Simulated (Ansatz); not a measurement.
# Run report: ZnO, geometry relaxation (part 3 of 3)

ZnO (P6₃mc, 4 atoms in the cell); DFT, HSE06, plane waves, PAW, no spin polarisation (Ansatz 0.2.0); cutoff 420 eV, 6×6×4 k-mesh, Fermi–Dirac smearing of 0.02 eV. The structure was built on a prototype by a generator. The geometry comes from this level: r2SCAN.

Geometry of the input (Å; fractional positions):
```
3.2353  0.0000  0.0000
-1.6177  2.8019  0.0000
0.0000  0.0000  5.2110
Zn 0.3333  0.6667  -0.0023
Zn 0.6667  0.3333  0.4977
O  0.3333  0.6667  0.3773
O  0.6667  0.3333  0.8773
```

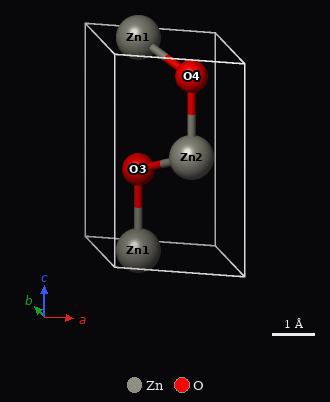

The geometry at step 7 of the log (ball-and-stick view of the cell of the calculation, seen slightly off an axis; atoms are numbered from 1 in the order of the input).

## Results in brief

| quantity | value |
| --- | --- |
| outcome | converged |
| space group (tolerance 0.01 Å) | P6₃mc (186) |
| electrons treated | 36 |
| free energy | −7773.4146 eV |
| Fermi energy | 7.150 eV |
| gap on the k-point mesh | 2.51 eV |
| pressure | 0.00 GPa |
| final volume | 47.77 Å³ |
| largest force (length of the vector) at the end | under 0.001 eV/Å |
| final cell | a = 3.250 Å, b = 3.250 Å, c = 5.222 Å, α = 90.00°, β = 90.00°, γ = 120.00° |
| wall time | 1.7 min (CPU time 5.4 min) |
| peak memory | 1.4 GiB |
